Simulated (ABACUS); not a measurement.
## Band-structure run, with input and output: Pb (part 1 of 2)

Pb (Fm-3m, 1 atom in the cell), computed with Kohn-Sham DFT of a periodic cell, PBE, SG15 ONCV 1.2 PBE, no spin polarisation (ABACUS 3.10.1).

The structure derives from an entry of the Crystallography Open Database.

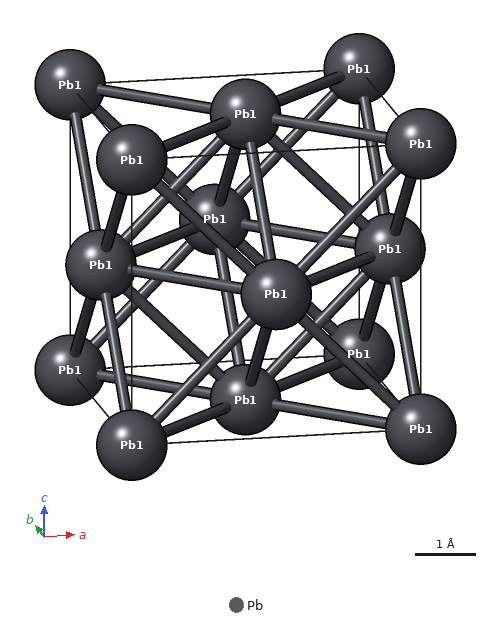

*The structure (ball-and-stick view of the cell 4 times as large as that of the calculation, set on its symmetry axes, seen slightly off an axis; atoms are numbered from 1 in the order of the input).*

Input
```
INPUT_PARAMETERS
suffix              Pb
calculation         scf
basis_type          lcao
pseudo_dir          ./
orbital_dir         ./
symmetry            1
dft_functional      pbe
ecutwfc             100
pseudo_rcut         10
nspin               1
nbands              17
ks_solver           genelpa
smearing_method     fd
smearing_sigma      0.00367493
scf_thr             1e-07
scf_nmax            100
mixing_type         broyden
mixing_beta         0.7
cal_force           1
cal_stress          1
out_mul             1
out_chg             1
out_pot             2
out_elf             1
```

File STRU
```
ATOMIC_SPECIES
Pb 207.2000 Pb_ONCV_PBE-1.2.upf

NUMERICAL_ORBITAL
Pb_confined-atom_8au_3s3p3d1f.orb

LATTICE_CONSTANT
1.8897261246

LATTICE_VECTORS
0.0000000000 2.4750200000 2.4750200000
2.4750200000 0.0000000000 2.4750200000
2.4750200000 2.4750200000 0.0000000000

ATOMIC_POSITIONS
Direct

Pb
0.0
1
0.0000000000 0.0000000000 0.0000000000 1 1 1
```

File KPT
```
K_POINTS
0
Gamma
8 8 8 0 0 0
```

Run on 4 threads of Intel Xeon @ 2.50GHz (Skylake/Cascade Lake), 16 GiB of memory available, shared host.

Run as:
```bash
OMP_NUM_THREADS=1 mpirun -np 4 abacus > log
```

Log
```
ABACUS v3.10.1

               Atomic-orbital Based Ab-initio Computation at UStc

 ------------------------------------------------------------------------------------

 READING GENERAL INFORMATION
                           global_out_dir = OUT.Pb/
                           global_in_card = INPUT
                               pseudo_dir = ./
                              orbital_dir = ./
                                    DSIZE = 4
                                    GSIZE = 1

 READING UNITCELL INFORMATION
                                    ntype = 1
                  lattice constant (Bohr) = 1.88973
              lattice constant (Angstrom) = 1

 READING ATOM TYPE 1
                               atom label = Pb
                      L=0, number of zeta = 3
                      L=1, number of zeta = 3
                      L=2, number of zeta = 3
                      L=3, number of zeta = 1
             number of atom for this type = 1

                        TOTAL ATOM NUMBER = 1
DIRECT COORDINATES
    atom                   x                   y                   z     mag                  vx                  vy                  vz
taud_Pb1            0.0000000000        0.0000000000        0.0000000000  0.0000        0.0000000000        0.0000000000        0.0000000000

                          Volume (Bohr^3) = 204.627
                             Volume (A^3) = 30.3225

 Lattice vectors: (Cartesian coordinate: in unit of a_0)
                   +0            +2.47502            +2.47502
             +2.47502                  +0            +2.47502
             +2.47502            +2.47502                  +0
 Reciprocal vectors: (Cartesian coordinate: in unit of 2 pi/a_0)
            -0.202019           +0.202019           +0.202019
            +0.202019           -0.202019           +0.202019
            +0.202019           +0.202019           -0.202019
 The esolver type has been set to : ksdft_lcao

                PAO radial cut off (Bohr) = 10

 Read in pseudopotential file is Pb_ONCV_PBE-1.2.upf
                     pseudopotential type = NC
          exchange-correlation functional = PBE
                 nonlocal core correction = 0
                        valence electrons = 14
                                     lmax = 3
                           number of zeta = 0
                     number of projectors = 8
                           L of projector = 0
                           L of projector = 0
                           L of projector = 1
                           L of projector = 1
                           L of projector = 2
                           L of projector = 2
                           L of projector = 3
                           L of projector = 3
     initial pseudo atomic orbital number = 0

 SETUP THE ELECTRONS NUMBER
            electron number of element Pb = 14
      total electron number of element Pb = 14
            AUTOSET number of electrons:  = 14
                           occupied bands = 7
                                   NLOCAL = 34
                                   NBANDS = 17
                                   NBANDS = 17
                                   NLOCAL = 34

%%%%%%%%%%%%%%%%%%%%%%%%%%%%%%%%%%%%%%%%%%%%%%%%%%%%%%%%%%%%%%%%%%%%%%%%%%%%%%%%%%%%%%%%%%%%%%%%%%%%%%%%%%
 Warning: the number of valence electrons in pseudopotential > 4 for Pb: [Xe] 4f14 5d10 6s2 6p2
 Pseudopotentials with additional electrons can yield (more) accurate outcomes, but may be less efficient.
 If you're confident that your chosen pseudopotential is appropriate, you can safely ignore this warning.
%%%%%%%%%%%%%%%%%%%%%%%%%%%%%%%%%%%%%%%%%%%%%%%%%%%%%%%%%%%%%%%%%%%%%%%%%%%%%%%%%%%%%%%%%%%%%%%%%%%%%%%%%%

 SETUP THE PLANE WAVE BASIS
 energy cutoff for charge/potential (unit:Ry) = 400
            fft grid for charge/potential = [ 45, 45, 45 ]
                        fft grid division = [ 3, 3, 3 ]
        big fft grid for charge/potential = [ 15, 15, 15 ]
                                     nbxx = 900
                                     nrxx = 24300

 SETUP PLANE WAVES FOR CHARGE/POTENTIAL
                    number of plane waves = 27581
                         number of sticks = 1201

 PARALLEL PW FOR CHARGE/POTENTIAL
     PROC   COLUMNS(POT)             PW
        1            300           6895
        2            300           6895
        3            300           6895
        4            301           6896
 --------------- sum -------------------
        4           1201          27581
                            number of |g| = 295
                                  max |g| = 36.0774
                                  min |g| = 0.122435

----------- Double Check Mixing Parameters Begin ------------
mixing_type: broyden
mixing_beta: 0.7
mixing_gg0: 1
mixing_gg0_min: 0.1
mixing_ndim: 8
----------- Double Check Mixing Parameters End ------------

 LATTICE VECTORS: (CARTESIAN COORDINATE: IN UNIT OF A0)
                   +0            +2.47502            +2.47502
             +2.47502                  +0            +2.47502
             +2.47502            +2.47502                  +0
                       right hand lattice = 1
                                   NORM_A = 3.50021
                                   NORM_B = 3.50021
                                   NORM_C = 3.50021
                           ALPHA (DEGREE) = 60
                           BETA  (DEGREE) = 60
                           GAMMA (DEGREE) = 60

 The lattice vectors have been changed (STRU_SIMPLE.cif)

(for optimal symmetric configuration:)
                             BRAVAIS TYPE = 3
                     BRAVAIS LATTICE NAME = 03. Cubic F (face-centered)
                                    ibrav = 3
                                    IBRAV = 3
                                  BRAVAIS = FACE CENTERED CUBIC
                       LATTICE CONSTANT A = 4.95004
Original cell was already a primitive cell.
                        ROTATION MATRICES = 48
              PURE POINT GROUP OPERATIONS = 48
                   SPACE GROUP OPERATIONS = 48
                              POINT GROUP = O_h
               POINT GROUP IN SPACE GROUP = O_h

 SETUP K-POINTS
                                    nspin = 1
                   Input type of k points = Monkhorst-Pack(Gamma)
                                   nkstot = 512
                       right hand lattice = 1
(for reciprocal lattice: )
                             BRAVAIS TYPE = 2
                     BRAVAIS LATTICE NAME = 02. Cubic I (body-centered)
                                    ibrav = 2
                       right hand lattice = 1
(for k-lattice: )
                             BRAVAIS TYPE = 2
                     BRAVAIS LATTICE NAME = 02. Cubic I (body-centered)
                                    ibrav = 2
                       right hand lattice = 1
                        ROTATION MATRICES = 48
                               nkstot_ibz = 29
K-POINTS REDUCTION ACCORDING TO SYMMETRY
     IBZ    DIRECT_X    DIRECT_Y    DIRECT_Z  WEIGHT  ibz2bz
       1  0.00000000  0.00000000  0.00000000  0.0020       0
       2  0.12500000  0.12500000  0.12500000  0.0156       1
       3  0.25000000  0.25000000  0.25000000  0.0156       2
       4  0.37500000  0.37500000  0.37500000  0.0156       3
       5  0.50000000  0.50000000  0.50000000  0.0078       4
       6  0.12500000  0.12500000  0.00000000  0.0117       9
       7  0.25000000  0.25000000  0.12500000  0.0469      10
       8  0.37500000  0.37500000  0.25000000  0.0469      11
       9  0.50000000  0.50000000  0.37500000  0.0469      12
      10  0.50000000  0.37500000  0.37500000  0.0469      13
      11  0.37500000  0.25000000  0.25000000  0.0469      14
      12  0.12500000  0.12500000  0.25000000  0.0234      15
      13  0.25000000  0.25000000  0.00000000  0.0117      18
      14  0.37500000  0.37500000  0.12500000  0.0469      19
      15  0.50000000  0.50000000  0.25000000  0.0469      20
      16 -0.37500000  0.37500000  0.37500000  0.0469      21
      17  0.50000000  0.25000000  0.25000000  0.0234      22
      18  0.37500000  0.37500000  0.00000000  0.0117      27
      19  0.50000000  0.50000000  0.12500000  0.0469      28
      20 -0.25000000  0.37500000  0.37500000  0.0234      29
      21  0.50000000  0.50000000  0.00000000  0.0059      36
      22  0.37500000  0.25000000  0.12500000  0.0469      83
      23  0.50000000  0.37500000  0.25000000  0.0938      84
      24  0.50000000  0.37500000 -0.37500000  0.0469      85
      25  0.50000000  0.37500000  0.12500000  0.0469      92
      26  0.50000000  0.37500000 -0.25000000  0.0938      93
      27 -0.37500000  0.37500000  0.25000000  0.0469      94
      28 -0.12500000  0.50000000  0.37500000  0.0234     101
      29  0.50000000  0.25000000 -0.25000000  0.0117     166

                               nkstot now = 29
[... K-POINTS DIRECT COORDINATES: 29 rows ...]

           k-point number in this process = 29
       minimum distributed K point number = 29
[... stars of the k points ...]

[... K-POINTS CARTESIAN COORDINATES: 29 rows ...]

[... K-POINTS DIRECT COORDINATES: 29 rows ...]

 SETUP PLANE WAVES FOR WAVE FUNCTIONS
     energy cutoff for wavefunc (unit:Ry) = 100
              fft grid for wave functions = [ 45, 45, 45 ]
                    number of plane waves = 4573
                         number of sticks = 361

 PARALLEL PW FOR WAVE FUNCTIONS
     PROC   COLUMNS(POT)             PW
        1             91           1145
        2             90           1142
        3             90           1142
        4             90           1144
 --------------- sum -------------------
        4            361           4573

 SET NONLOCAL PSEUDOPOTENTIAL PROJECTORS
 max number of nonlocal projetors among all species is 8

 -------------------------------------------
 SELF-CONSISTENT
 -------------------------------------------

 SETUP SEARCHING RADIUS FOR PROGRAM TO SEARCH ADJACENT ATOMS
                  longest orb rcut (Bohr) = 8
   longest nonlocal projector rcut (Bohr) = 3.68
                     search radius (Bohr) = 23.4
              searching radius is (Bohr)) = 23.4
         searching radius unit is (Bohr)) = 1.89
                         PeriodicBoundary = 1
                        Radius(unit:lat0) = 12.4
                                   glayer = [ 6, 6, 6 ]
                             glayer_minus = [ 5, 5, 5 ]

Find the coordinate range of the input atom(unit:lat0).
                                  min_tau = [ -24.8, -24.8, -24.8 ]
                                  max_tau = [ 24.8, 24.8, 24.8 ]
                                BoxNumber = [ 11, 11, 11 ]

 SETUP EXTENDED REAL SPACE GRID FOR GRID INTEGRATION
                          real space grid = [ 45, 45, 45 ]
                 big cell numbers in grid = [ 15, 15, 15 ]
             meshcell numbers in big cell = [ 3, 3, 3 ]
                        extended fft grid = [ 23, 23, 23 ]
                dimension of extened grid = [ 62, 62, 62 ]
                            UnitCellTotal = 125
              Atom number in sub-FFT-grid = 1
    Local orbitals number in sub-FFT-grid = 34
                                ParaV.nnr = 71961
                                 init_chg = atomic

 LCAO ALGORITHM --------------- ION=   1  ELEC=   1--------------------------------

 Density error is 0.0217006504012
----------------------------------------------------------
     Energy           Rydberg                 eV
----------------------------------------------------------
 E_KohnSham     -112.8932983300      -1535.9921233026
 E_Harris       -113.5160028743      -1544.4644532743
 E_Fermi        0.9154384259         12.4551787610
----------------------------------------------------------

 LCAO ALGORITHM --------------- ION=   1  ELEC=   2--------------------------------

 Density error is 0.00466597605696
----------------------------------------------------------
     Energy           Rydberg                 eV
----------------------------------------------------------
 E_KohnSham     -112.8944411712      -1536.0076724540
 E_Harris       -112.9476609435      -1536.7317646030
 E_Fermi        0.9072388290         12.3436175209
----------------------------------------------------------

 LCAO ALGORITHM --------------- ION=   1  ELEC=   3--------------------------------

 Density error is 0.00165296619911
----------------------------------------------------------
     Energy           Rydberg                 eV
```
